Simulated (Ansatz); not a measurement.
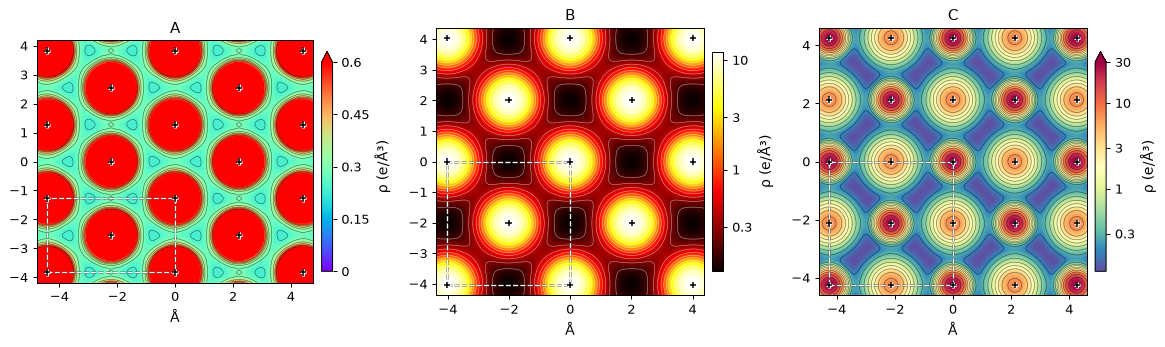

The valence charge density (pseudo) of 3 systems, each on a plane through atoms (crosses mark nuclei in the plane).

Theory: DFT, PBE, PAW, plane waves, scalar-relativistic in Ansatz 0.2.0.

System 1: Ni, the (011) plane of the calculation cell. Space group Fm-3m; computed pressure about −13 GPa in this cell; spin-polarised.

System 2: Pt, the (100) plane of the conventional cell. Space group Fm-3m; computed pressure about −9 GPa in this cell.

```xyz
4
Lattice="4.0280 0.0000 0.0000 0.0000 4.0280 0.0000 0.0000 0.0000 4.0280" Properties=species:S:1:pos:R:3 pbc="T T T"
Pt    0.0000    0.0000    0.0000
Pt    2.0140    2.0140    0.0000
Pt    2.0140    0.0000    2.0140
Pt    0.0000    2.0140    2.0140
```

System 3: MgO, the (100) plane of the conventional cell. Space group Fm-3m.

```
Mg O
1.0
     4.25700    0.00000    0.00000
     0.00000    4.25700    0.00000
     0.00000    0.00000    4.25700
Mg O
4 4
Direct
  0.00000 0.00000 0.00000
  0.50000 0.50000 0.00000
  0.50000 0.00000 0.50000
  0.00000 0.50000 0.50000
  0.50000 0.00000 0.00000
  0.00000 0.50000 0.00000
  0.00000 0.00000 0.50000
  0.50000 0.50000 0.50000
```

**Which map belongs to which system?**

Panel A is system 1, Ni: the plane holds Ni. Ni–Ni (2.56 Å): the density is about 0.28 e/Å³ at the midpoint. Panel B is system 2, Pt: the plane holds Pt. Pt–Pt (2.85 Å): the density is about 0.33 e/Å³ at the midpoint. Panel C is system 3, MgO: the plane holds Mg and O. Mg–O (2.13 Å): ρ at the midpoint is about 0.32 e/Å³.
